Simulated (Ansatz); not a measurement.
Ge6S (slab)

```xyz
7
Lattice="4.0741 0.0000 0.0000 0.0000 5.7616 0.0000 0.0000 0.0000 19.5242" Properties=species:S:1:pos:R:3 pbc="T T T"
Ge    2.0370    0.0000    3.9999
Ge    0.0000    1.4404    3.9999
Ge    0.0000    2.8838    6.0279
Ge    2.0370    4.3182    6.0279
Ge    2.0370    0.0399    8.0243
Ge    0.0000    1.4005    8.0243
S     3.3950    3.8809    8.8171
```

A point of a scan over the structure, not its minimum; not relaxed (largest force 1.4 eV/Å); PAW files of the earlier set (soft_1).

Computed with DFT PBE, scalar-relativistic, plane waves, PAW in Ansatz.

The density is the valence pseudo-density of a PAW calculation; it isn't the true density close to the nuclei.

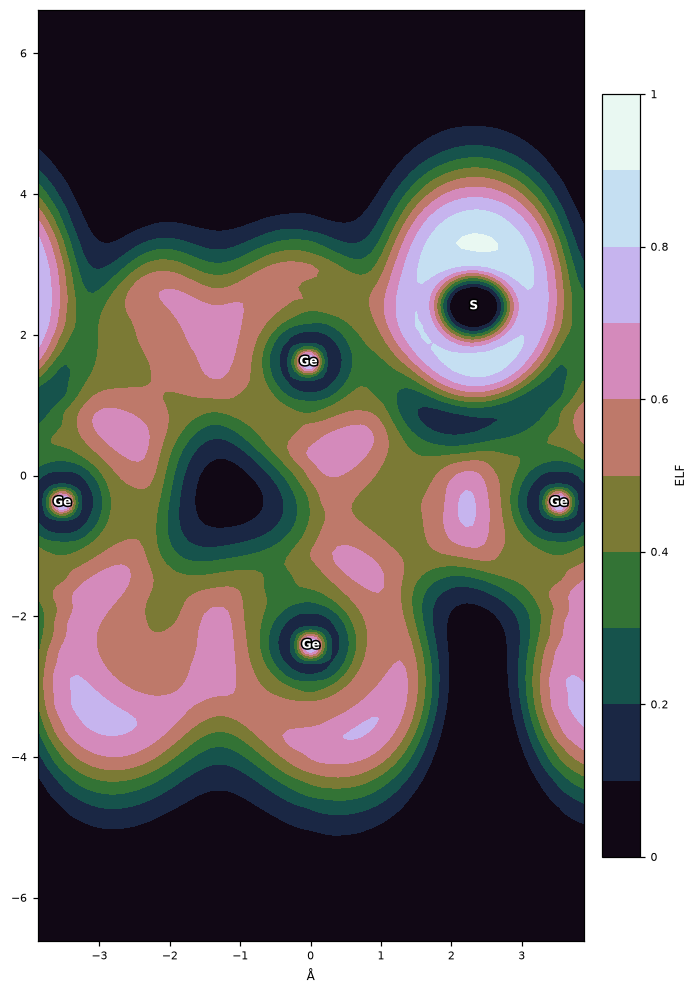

Figure 1. ELF on the (110) plane of the calculation cell, a cut from vacuum to vacuum.

Q: What does the map show?

A:
- Atoms in the plane: Ge and S.
- Atoms just off the plane (Ge, 0.8 Å away) can leave unmarked features too.
- Ge–S (2.48 Å): the ELF peaks at about 0.80 in the valence shell of S, 0.8 Å from its nucleus, and is about 0.60 at the midpoint.
- The ELF also peaks beside S, away from the bonds: lone-pair regions.
- The features right at Ge lie inside the PAW spheres, where the map follows smoothed inner orbitals and isn't to be read closely.

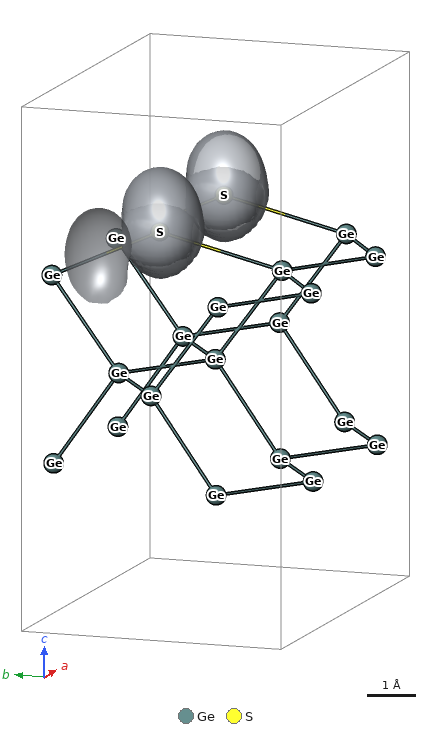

Figure 2. Isosurface of the ELF at 0.8 (grey), seen at an oblique angle. Only the valence region is drawn (cores and ρ < 0.01 e/Å³ removed). Sticks mark near contacts.

Q: Where are the electrons localised?

A: The surface consists of one region wrapped around S (its valence shell), counted in one cell of 7 atoms. Counts are for one cell; the picture repeats the cell along the surface. Along the contacts the grid gives the following. Ge–Ge (2.45 Å): the ELF peaks at about 0.70 between the atoms.

Q: Does the calculation make it a metal, or give it a gap?

A: It is metallic or semimetallic at this level of theory: no gap opens.
